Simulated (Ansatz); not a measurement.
TaN

Input file:

```
crystal:
  lattice:
    - [0.0, 2.155027033, 2.1878447036]
    - [2.155027033, 0.0, 2.1878447036]
    - [2.155027033, 2.155027033, 0.0]
  atoms:
    - { symbol: Ta, position: [0.5, 0.5, 0.5] }
    - { symbol: "N", position: [0.0, 0.0, 0.0] }
basis:
  ecutwfc: 420
kpoints:
  mp_grid: { grid: [24, 24, 24] }
hamiltonian:
  xc: pbesol
scf:
  occupations: { method: gaussian, width: 0.15 }
output:
  forces: true
  stress: true
  eigenvalues: true
  write_density: true
  write_potential: true
  elf: true
  volumetric_format: npy
```

Command:

```sh
ansatz run input.yaml --threads 2 --pin off --max-ram 5120MiB --backend cpu --events-out ev --progress --plain --runs-dir out
```

Below, planes, directions and counts refer to the conventional cell (a = 3.05 Å, b = 3.05 Å, c = 4.38 Å, α = 90.00°, β = 90.00°, γ = 90.00°).

Space group I4/mmm; changed on purpose from its base cell (strain -0.015 along x and y, +0.000 along z, atoms carried along); computed pressure about 12 GPa in this cell.

The calculation used DFT PBEsol, scalar-relativistic, plane waves, PAW (Ansatz 0.2.0).

Predict the valence pseudo-density and electron localisation function between the atoms.

Answer. Ta–N (2.16 Å): the density is about 0.6 e/Å³ at the midpoint; the ELF peaks at about 0.80 in the valence shell of N, 0.6 Å from its nucleus, and is about 0.15 at the midpoint (no shared electron pair shows on this line).
Ta–Ta (3.07 Å): ρ at the midpoint is about 0.25 e/Å³; the ELF is about 0.20 at the midpoint: no localised pair shows between them.

Does the calculation give a band gap?

Answer. It is gapless in this calculation (a metal or semimetal); semilocal functionals without U, or without the true magnetic order, often close the gap of such compounds.

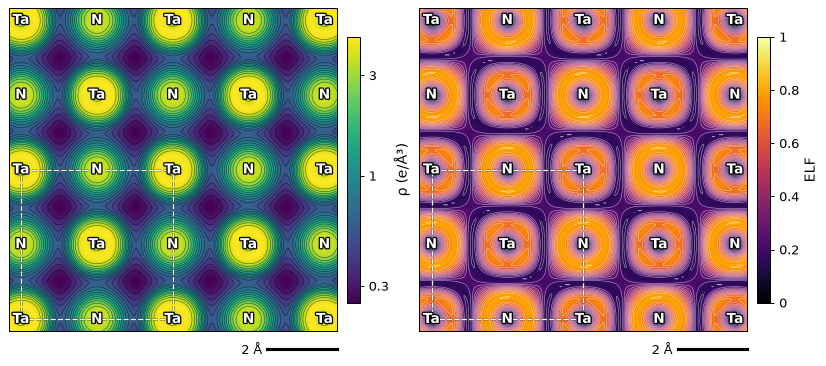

Computed valence pseudo-density and electron localisation function on the (110) plane of the conventional cell, in this order. 

In a PAW calculation such maps are meaningful between the atoms, not at the nuclei.
